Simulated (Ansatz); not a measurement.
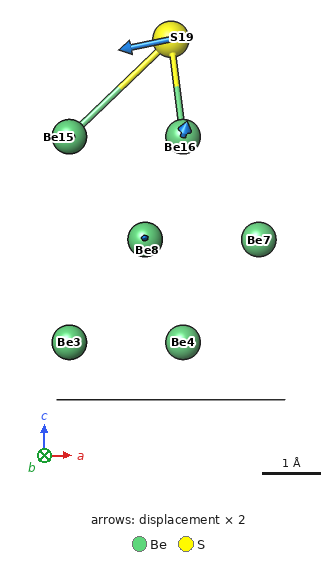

A constrained relaxation of a slab of composition Be18S. The starting structure is drawn; blue arrows show the displacements, magnified 2 times.

A ball-and-stick model of the cell of the calculation, outlined in the plane, without the vacuum (origin shifted), seen along the b axis.

It is S on Be(0001), set down by a guess. The run prepares an end point of a later path (adatom hop) calculation, from a guessed geometry. 6 atoms are held fixed.

Method: DFT r2SCAN-D3(BJ), scalar-relativistic, plane waves, PAW in Ansatz 0.2.0.

Input file:
```yaml
crystal:
  lattice:
    - [4.58, 0.0, 0.0]
    - [3.435, 5.949595, 0.0]
    - [0.0, 0.0, 16.58843]
  atoms:
    - { symbol: Be, position: [0.0, 0.0, 0.060283] }
    - { symbol: Be, position: [0.5, 0.0, 0.060283] }
    - { symbol: Be, position: [0.0, 0.3333333, 0.060283] }
    - { symbol: Be, position: [0.5, 0.3333333, 0.060283] }
    - { symbol: Be, position: [0.0, 0.6666667, 0.060283] }
    - { symbol: Be, position: [0.5, 0.6666667, 0.060283] }
    - { symbol: Be, position: [-0.1666667, 0.2222222, 0.1684436] }
    - { symbol: Be, position: [0.3333333, 0.2222222, 0.1684436] }
    - { symbol: Be, position: [-0.1666667, 0.5555556, 0.1684436] }
    - { symbol: Be, position: [0.3333333, 0.5555556, 0.1684436] }
    - { symbol: Be, position: [-0.1666667, 0.8888889, 0.1684436] }
    - { symbol: Be, position: [0.3333333, 0.8888889, 0.1684436] }
    - { symbol: Be, position: [0.0, 0.0, 0.2766042] }
    - { symbol: Be, position: [0.5, 0.0, 0.2766042] }
    - { symbol: Be, position: [0.0, 0.3333333, 0.2766042] }
    - { symbol: Be, position: [0.5, 0.3333333, 0.2766042] }
    - { symbol: Be, position: [0.0, 0.6666667, 0.2766042] }
    - { symbol: Be, position: [0.5, 0.6666667, 0.2766042] }
    - { symbol: S, position: [0.4467486, 0.5152319, 0.3790853] }
basis:
  ecutwfc: 500.0
kpoints:
  mp_grid: { grid: [5, 4, 1] }
hamiltonian:
  xc: r2scan
  dispersion: d3bj
scf:
  occupations: { method: gaussian, width: 0.05 }
  lower_state_search: "off"
relax:
  f_tol: 0.03
  max_steps: 60
  adjacent_minimum: "off"
  constraints: [{ sites: [0, 1, 2, 3, 4, 5] }]
```

Command:
```bash
ansatz run input.yaml --threads 2 --pin off --max-ram 5120MiB --backend cpu --events-out ev --progress --plain --runs-dir out
```

Question: Which element moves most?

Answer: Sulfur: up to 0.48 Å, against 0.17 Å for beryllium.

Question: What happened in the run?

Answer: The energy falls by 0.475 eV per cell of the calculation in 6 geometry steps. Largest force component: 1.3 eV/Å at the start, 0.0091 eV/Å at the end. S19 moves most: 0.48 Å at 78° to the normal (−c side). Largest moves by element: S 0.48 Å, Be 0.17 Å. The lattice vectors keep their values. Some distances before and after: Be17–S19 2.456 → 2.033 Å, Be18–S19 2.070 → 2.027 Å, Be16–S19 2.051 → 2.047 Å. Among the angles between lasting bonds that change: Be16–S19–Be17 60.3° → 73.3°, Be17–S19–Be18 60.1° → 71.1°, Be16–S19–Be18 67.5° → 73.1°. Cost: 2.3 min on 2 threads of Intel(R) Xeon(R) Platinum 8488C (Sapphire Rapids), with other jobs on the host, peak memory 1.6 GiB.

Limits of the set-up: the periodic images lie only 4.6 Å apart, so the values are limited by the cell's size.
